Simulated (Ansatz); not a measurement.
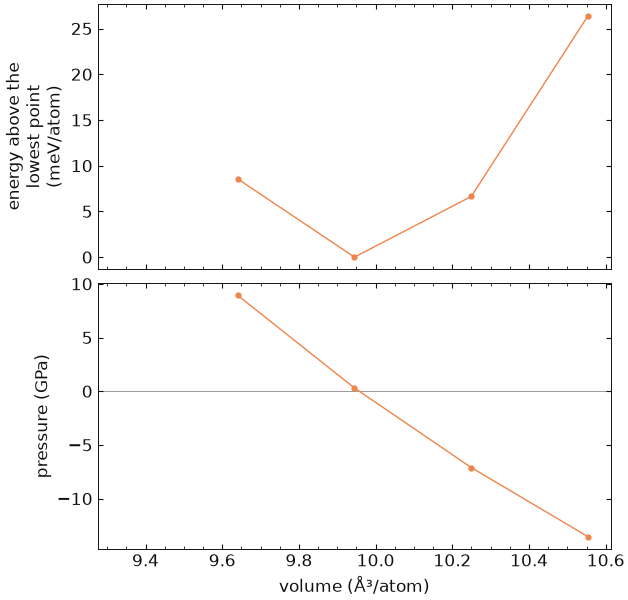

The plot gives the computed energy above the lowest point and pressure against volume for TiC, space group Fm-3m (No. 225) (one of a set of cubic test structures, which need not be the stable phase).

Method: equation of state of a cubic crystal from periodic Kohn-Sham density functional theory without spin, third-order Birch-Murnaghan fit to the free energies; pressure corrected for the finite basis (Ansatz 0.2.0 development build). Level: HSE06.

```tsv
setting	value
structure type	rock salt
atoms in cell	2
space group number	225
lattice centring	face-centred primitive
k mesh	4×4×4
occupation method	Fermi–Dirac
occupation width	0.1 eV
wave cutoff	820 eV
datasets	hand-made PAW
density tolerance	0 eV
bands	12
density cutoff ratio	4
search for lower states	default
exchange singularity	regularized
```

The point at volume 9.34 Å³/atom is left out of the plot. What does the calculation give there?

| volume (Å³/atom) | energy above the lowest point (meV/atom) | pressure (GPa) |
| --- | --- | --- |
| 9.34 | 34.9 | 19.1 |

Limits of the calculation: coarse k-mesh, values are not converged in k.
